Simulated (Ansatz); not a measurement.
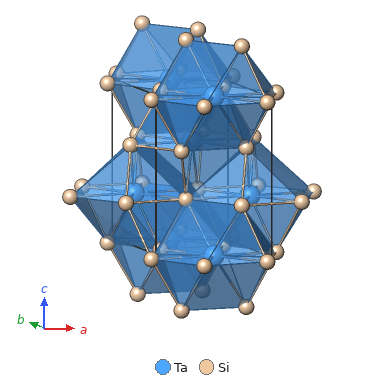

System: TaSi₂, space group P6_422 (No. 181). The picture shows the conventional cell.

Starting cell:
```
CELL_PARAMETERS angstrom
4.75834 0.00000 0.00000
-2.37917 4.12084 0.00000
0.00000 0.00000 6.56513
ATOMIC_POSITIONS crystal
Ta 0.50000 0.00000 0.00000
Ta 0.50000 0.50000 0.66667
Ta 0.00000 0.50000 0.33333
Si 0.15973 0.31947 0.00000
Si 0.84027 0.15973 0.66667
Si 0.68053 0.84027 0.33333
Si 0.84027 0.68053 0.00000
Si 0.15973 0.84027 0.66667
Si 0.31947 0.15973 0.33333
```

How it was computed, with Ansatz 0.2.0: harmonic phonon frequencies at the zone centre with atoms at rest in the given cell, without the long-range term of polar modes, the three translations left out, imaginary frequencies are negative; plane waves with PAW datasets, Γ-centred k mesh. Level: PBEsol, no spin polarisation.

- wave cutoff: 420 eV
- k mesh: 12×12×6
- occupations: Fermi–Dirac
- smearing width: 0.15 eV
- pressure: 0 GPa
- phonon method: linear response

Predict the zone-centre optical phonon frequencies (the three acoustic modes are left out).

No frequency is imaginary, so the structure is stable to these displacements (zone-boundary modes weren't tested here). The highest mode lies at 409.5 cm⁻¹.

```csv
frequency (cm⁻¹)
106.4
148.0
148.0
154.5
154.5
165.5
228.2
228.2
233.6
252.4
263.7
263.7
298.9
299.8
299.8
346.5
346.5
362.5
362.5
364.3
373.6
376.1
409.5
409.5
```

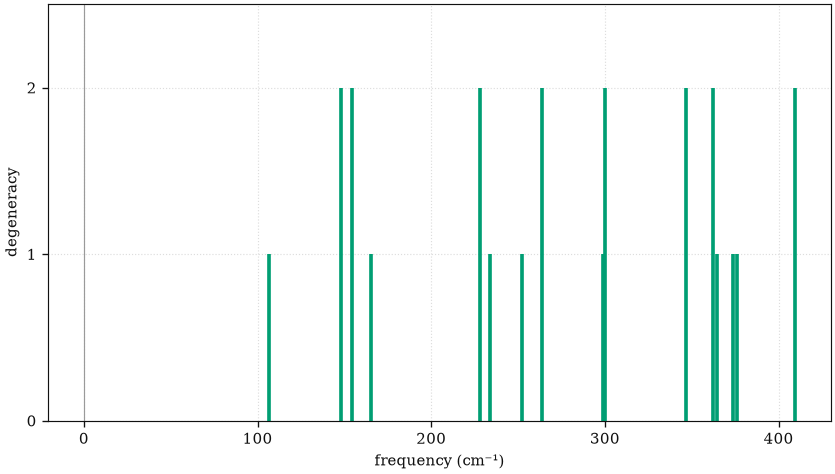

Keep in mind: metal sensitive to the k mesh.
